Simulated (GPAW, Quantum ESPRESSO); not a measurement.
BN (P6_3/mmc), N K edge of atom 1, with 3 B at 1.44 Å (trigonal planar, site symmetry -6m2). Method: Quantum ESPRESSO XSpectra, PBE, full core hole (charged cell), 28-atom cell with 6.6 Å between holes, 4×4×4 k points, dipole transitions, Lorentzian half width 0.3 eV up to 4 eV, rising linearly to 2.5 eV at 25 eV (counted from xe0, 1.7 eV below the zero used here).

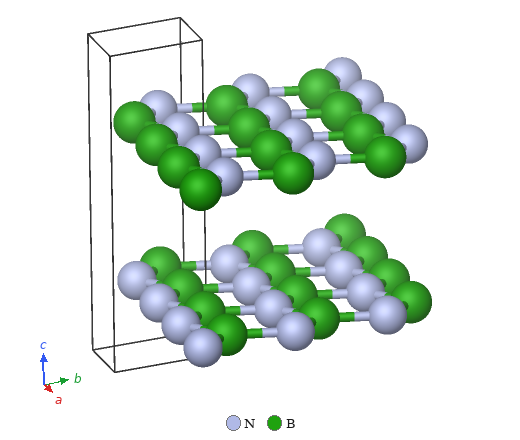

The structure (nitrogen light blue, boron green). 4×3×1 cells are drawn.

```
CELL_PARAMETERS angstrom
2.49824 0.00000 0.00000
-1.24912 2.16354 0.00000
0.00000 0.00000 6.63570
ATOMIC_POSITIONS crystal
N 0.66667 0.33333 0.25000
N 0.33333 0.66667 0.75000
B 0.66667 0.33333 0.75000
B 0.33333 0.66667 0.25000
```

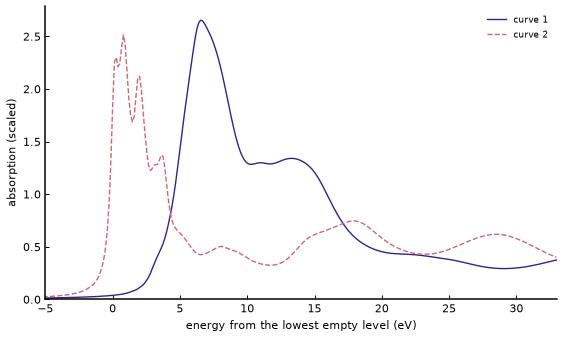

Energy from the lowest empty level; a common scale on which the isotropic spectrum has a mean of 1 over the first 20 eV.

The database entry behind the starting cell differs from later determinations by our own check (about 0.3 % short, minor phase), so it need not match the best structure at ambient conditions.

The curves are for the electric vector along different Cartesian axes of the cell as given, averaged over the symmetry-equivalent atoms. Which is which?

Curve 1: along x (⊥ c) (the other in-plane axis gives the same curve within 3 %), main maxima 6.5 eV (2.65) and 13.2 eV (1.34). Curve 2: along z (c), main maxima 0.3 eV (2.30), 0.8 eV (2.51) and 2.0 eV (2.12). A K edge sees empty p states; at this planar three-fold site the curve for the electric vector normal to the plane peaks at 0.8 eV, where it is mainly π* that absorbs: that direction carries over 70 % of the weight there. Each direction probes the empty orbitals that point along it. The structure is a published determination, not relaxed.

[Banner, clock and machine lines of the logs are left out without a mark of their own.]

[Logs are printed without paths, hosts, clocks, repeated set-up lines and the standing remarks that a program may print on its own settings, such as how far it seeks lower states.]

[Hosts, paths, dates, database ids (printed as entryN), source tags and the programs' standing remarks are cut or masked in the printed files.]

[Lists of maxima count a maximum above −3 eV only where it reaches 4 % of the highest in the window and stands out from its surroundings by 2 % of it (1.5 % where it reaches 55 %); shoulders and weaker maxima are passed over, and of the rest the first, up to two pre-edge ones and the few strongest are named.]
